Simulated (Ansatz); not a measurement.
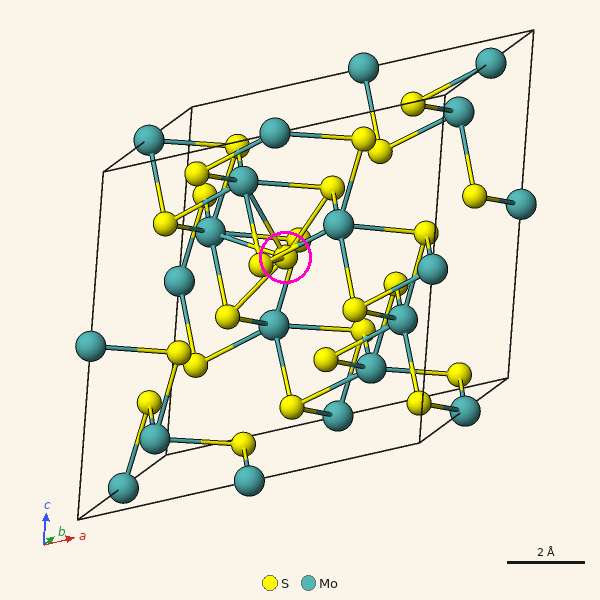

An orthographic ball-and-stick view of the structure, slightly off an axis. The supercell is outlined; an atom on or near a face, edge or corner is repeated at each equivalent position. The host is MoS2, in a cell of 36 sites, and the cell is neutral. A ring marks the defect's site.

Q: What kind of defect was put in?

A: Sulfur on a molybdenum site (an antisite). It is bonded to four S and two Mo (about 2.3 Å to S, 2.6 Å to Mo). Not all metal-metal contacts are counted.

The atoms were relaxed in the host's cell with Ansatz, DFT PBE+D3(BJ), scalar-relativistic, plane waves, PAW.
